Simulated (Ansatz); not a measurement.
System: LiNbO$_{3}$.

The calculation's input:

```
crystal:
  lattice:
    - [2.5947508721, 1.4980801145, 4.6714923542]
    - [-2.5947508721, 1.4980801145, 4.6714923542]
    - [0.0, -2.996160229, 4.6714923542]
  atoms:
    - { symbol: Li, position: [0.2816005399, 0.2816005399, 0.2816005399] }
    - { symbol: Li, position: [0.7816005399, 0.7816005399, 0.7816005399] }
    - { symbol: Nb, position: [0.0004548821, 0.0004548821, 0.0004548821] }
    - { symbol: Nb, position: [0.5004548821, 0.5004548821, 0.5004548821] }
    - { symbol: O, position: [0.1104435796, 0.3581703349, 0.7211456635] }
    - { symbol: O, position: [0.7211456635, 0.1104435796, 0.3581703349] }
    - { symbol: O, position: [0.3581703349, 0.7211456635, 0.1104435796] }
    - { symbol: O, position: [0.2211456635, 0.8581703349, 0.6104435796] }
    - { symbol: O, position: [0.8581703349, 0.6104435796, 0.2211456635] }
    - { symbol: O, position: [0.6104435796, 0.2211456635, 0.8581703349] }
kpoints:
  mp_grid: { grid: [6, 6, 6] }
hamiltonian:
  xc: pbesol
scf:
  occupations: { method: fermi_dirac, width: 0.02 }
relax:
  f_tol: 0.005
  cell: {}
output:
  write_density: true
  write_potential: true
  elf: true
  volumetric_format: npy
```

Launched as:

```sh
ansatz run input.yaml --threads 8 --pin off --max-ram 20275MiB --backend cpu --events-out ev --progress --plain --runs-dir out
```

Below, planes, directions and counts refer to the conventional cell (a = 5.13 Å, b = 5.13 Å, c = 13.82 Å, α = 90.00°, β = 90.00°, γ = 120.00°).

The fields are those of the relaxed geometry.

Space group R3c; started from the measured structure prototype, which need not be the ambient phase.

The calculation used DFT, PBEsol, plane waves, PAW in Ansatz.

### What will maps of the valence pseudo-density and electron localisation function show?

Li–O (2.05 Å): ρ at the midpoint is about 0.28 e/Å³; the ELF peaks at about 0.85 in the valence shell of O, 0.6 Å from its nucleus, and falls to about 0 next to Li (an ionic contact with no shared pair).
Nb–O (2.12 Å): ρ at the midpoint is about 0.64 e/Å³; the ELF peaks at about 0.85 in the valence shell of O, 0.6 Å from its nucleus, and drops to about 0.20 between the two atoms: no localised pair shows between them.
Li–O (2.24 Å): ρ at the midpoint is about 0.19 e/Å³; the ELF peaks at about 0.85 in the valence shell of O, 0.6 Å from its nucleus, and falls to about 0 next to Li; a closed-shell, largely ionic contact.

### Does the calculation give a band gap?

It is gapped, with a Kohn–Sham gap of 3.5 eV on the k-point mesh, an upper bound to the gap of this method.

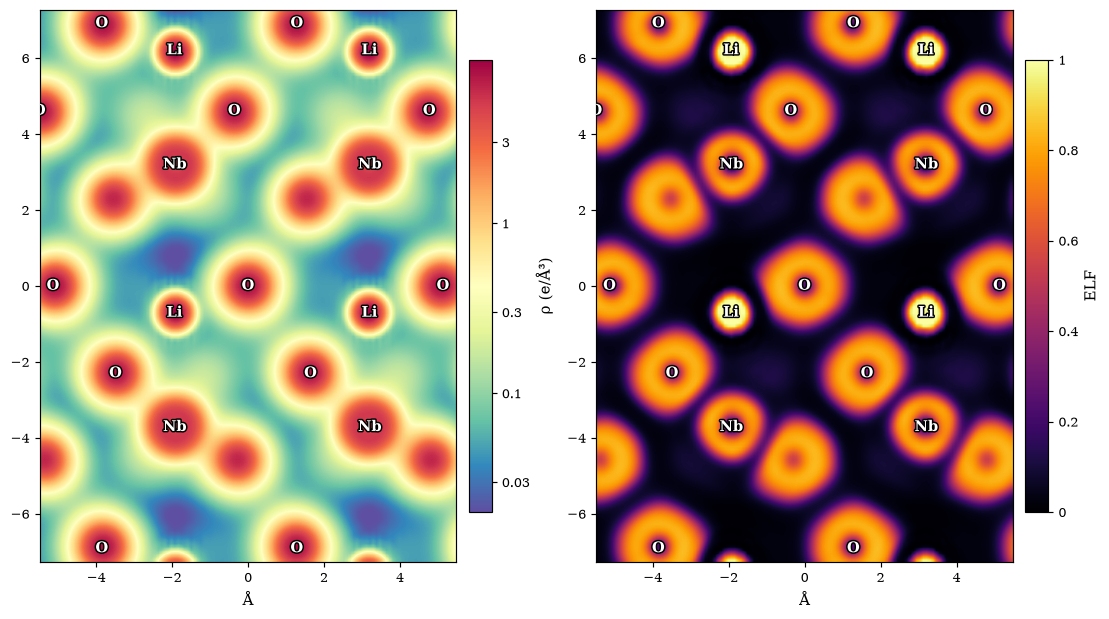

Computed valence pseudo-density and electron localisation function on the (010) plane of the conventional cell, in this order. Atoms just off the plane (O, 0.3 Å away) can leave unmarked features too.

In a PAW calculation such maps are meaningful between the atoms, not at the nuclei.
